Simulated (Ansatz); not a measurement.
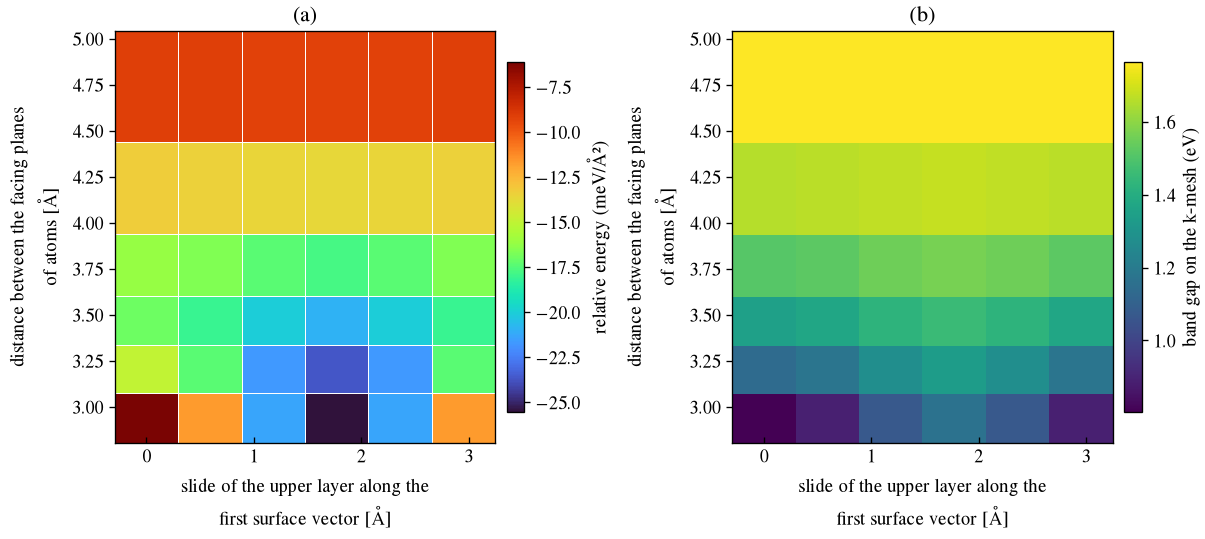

A bilayer of two PtS₂ sheets (1T type) (6 atoms in the cell). 
- The upper layer of a bilayer is slid along a line and lifted, both layers rigid.
- Coordinates scanned: (1) slide of the upper layer along the first surface vector, from S4 above S3; (2) distance between the facing planes of atoms.
- The scan uses a 6 × 6 grid; 24 points were computed and 12 follow by symmetry.
- Points are written as (first, second).
- Energies are in meV/Å², from the two layers apart.
- Computed with Ansatz, DFT PBE+D3(BJ), scalar-relativistic, plane waves, PAW. Settings: cutoff 420 eV, k-mesh 9×9×1, gaussian smearing 0.05 eV, no spin polarisation.

Panel (a) is the energy and panel (b) the computed band gap on the k-mesh on the same grid.

Drawn: one coloured cell a grid point.

How does the band gap on the k-mesh vary over the map, and what is it at the lowest grid point?

Answer. It runs from 0.80 eV at (0.00 Å, 2.94 Å) to 1.76 eV at (1.77 Å, 4.74 Å). At the lowest grid point, (1.77 Å, 2.94 Å), it is 1.17 eV. That point lies on the edge of the scan.
